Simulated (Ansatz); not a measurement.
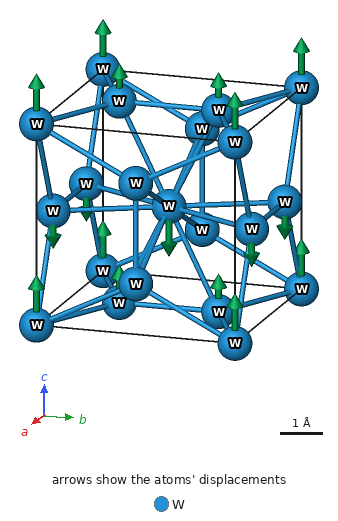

Lattice vibrations of crystalline W, space group Pm-3n (No. 223), at the zone centre. The optical levels lie at 100 (×3), 132 (×3), 133 (×3), 144 (×3), 189 (×3), 201 (×3), 255, 257 (×2) cm⁻¹. One mode is drawn. Displacements are drawn as green arrows; their common scale and sign are arbitrary. Style: ball-and-stick. Shown: the cell of the calculation, slightly off an axis.

Computed with DFT PBEsol, scalar-relativistic, plane waves, PAW in Ansatz 0.2.0. Set-up: plane-wave cutoff 420 eV; k-point mesh 8 × 8 × 8; occupations gaussian; smearing width 0.15 eV; no spin polarisation.

Question: Which of these frequencies is the drawn mode's?

Answer: The level at 201 cm⁻¹. This is the T₂u mode (triply degenerate; one member of the set is drawn), optical level 6 of 8, counted from below, silent by symmetry (neither infrared- nor Raman-active). All motion is along c; atoms of one kind move against one another, with no net shift of any sublattice.
